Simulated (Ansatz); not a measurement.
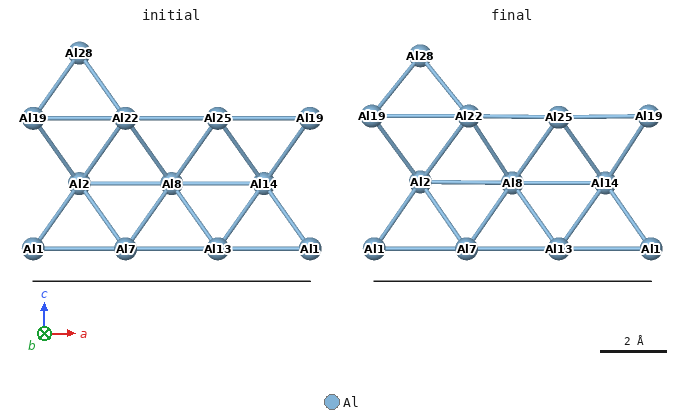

The structure of a slab of composition Al (cut from the Fm-3m phase) before (left) and after (right) a constrained relaxation, at one scale.

Style: ball-and-stick. Shown: the cell of the calculation, outlined in the plane, without the vacuum, along the b axis.

Case: island of 3 atoms. 9 atoms are held fixed.

These are results of DFT PBEsol, scalar-relativistic, plane waves, PAW (Ansatz), not measurements.

Input
```yaml
crystal:
  lattice:
    - [8.5183477218, 0.0, 0.0]
    - [0.0, 8.5183477218, 0.0]
    - [0.0, 0.0, 18.0233814386]
  atoms:
    - { symbol: Al, position: [0.0, 0.0, 0.0832252264] }
    - { symbol: Al, position: [0.1666666667, 0.1666666667, 0.1946246227] }
    - { symbol: Al, position: [1.0, 0.3333333333, 0.0832252264] }
    - { symbol: Al, position: [0.1666666667, 0.5, 0.1946246227] }
    - { symbol: Al, position: [1.0, 0.6666666667, 0.0832252264] }
    - { symbol: Al, position: [0.1666666667, 0.8333333333, 0.1946246227] }
    - { symbol: Al, position: [0.3333333333, 1.0, 0.0832252264] }
    - { symbol: Al, position: [0.5, 0.1666666667, 0.1946246227] }
    - { symbol: Al, position: [0.3333333333, 0.3333333333, 0.0832252264] }
    - { symbol: Al, position: [0.5, 0.5, 0.1946246227] }
    - { symbol: Al, position: [0.3333333333, 0.6666666667, 0.0832252264] }
    - { symbol: Al, position: [0.5, 0.8333333333, 0.1946246227] }
    - { symbol: Al, position: [0.6666666667, 1.0, 0.0832252264] }
    - { symbol: Al, position: [0.8333333333, 0.1666666667, 0.1946246227] }
    - { symbol: Al, position: [0.6666666667, 0.3333333333, 0.0832252264] }
    - { symbol: Al, position: [0.8333333333, 0.5, 0.1946246227] }
    - { symbol: Al, position: [0.6666666667, 0.6666666667, 0.0832252264] }
    - { symbol: Al, position: [0.8333333333, 0.8333333333, 0.1946246227] }
    - { symbol: Al, position: [0.0, 0.0, 0.3060240191] }
    - { symbol: Al, position: [1.0, 0.3333333333, 0.3060240191] }
    - { symbol: Al, position: [1.0, 0.6666666667, 0.3060240191] }
    - { symbol: Al, position: [0.3333333333, 1.0, 0.3060240191] }
    - { symbol: Al, position: [0.3333333333, 0.3333333333, 0.3060240191] }
    - { symbol: Al, position: [0.3333333333, 0.6666666667, 0.3060240191] }
    - { symbol: Al, position: [0.6666666667, 1.0, 0.3060240191] }
    - { symbol: Al, position: [0.6666666667, 0.3333333333, 0.3060240191] }
    - { symbol: Al, position: [0.6666666667, 0.6666666667, 0.3060240191] }
    - { symbol: Al, position: [0.1666666667, 0.1666666667, 0.4174234155] }
    - { symbol: Al, position: [0.1666666667, 0.8333333333, 0.4174234155] }
    - { symbol: Al, position: [0.1666666667, 0.5, 0.4174234155] }
basis:
  ecutwfc: 420
kpoints:
  mp_grid: { grid: [4, 4, 1] }
hamiltonian:
  xc: pbesol
scf:
  occupations: { method: gaussian, width: 0.1 }
output:
  forces: true
  eigenvalues: true
  populations: true
  write_density: true
  write_potential: true
  elf: true
  volumetric_format: npy
relax:
  adjacent_minimum: "off"
  f_tol: 0.02
  max_steps: 45
  constraints: [{ sites: [0, 2, 4, 6, 8, 10, 12, 14, 16] }]
efield:
  axis: 3
  dipole_correction: true
  ramp_width: 0.04
```

Launched with:
```bash
ansatz run input.yaml --threads 4 --pin off --max-ram 12288MiB --backend cpu --events-out ev --progress --plain --runs-dir out
```

Q: What changed between the two?

A: The energy falls by 0.116 eV per cell of the calculation in 2 geometry steps. The largest force component goes from 0.29 to 0.014 eV/Å. The largest moves, 0.100 Å, are those of Al19, Al20, Al21, Al22, Al23 and Al24. Al22 goes at 47° to the normal (+c side). The lattice vectors keep their values. Near-neighbour distances that change, for instance: Al19–Al22 2.839 → 2.984 Å, Al19–Al25 2.839 → 2.767 Å, Al2–Al19 2.839 → 2.888 Å, Al1–Al2 2.839 → 2.876 Å. Bond angles that change, for instance: Al19–Al29–Al24 90.0° → 96.0°, Al19–Al29–Al22 60.0° → 65.1°.
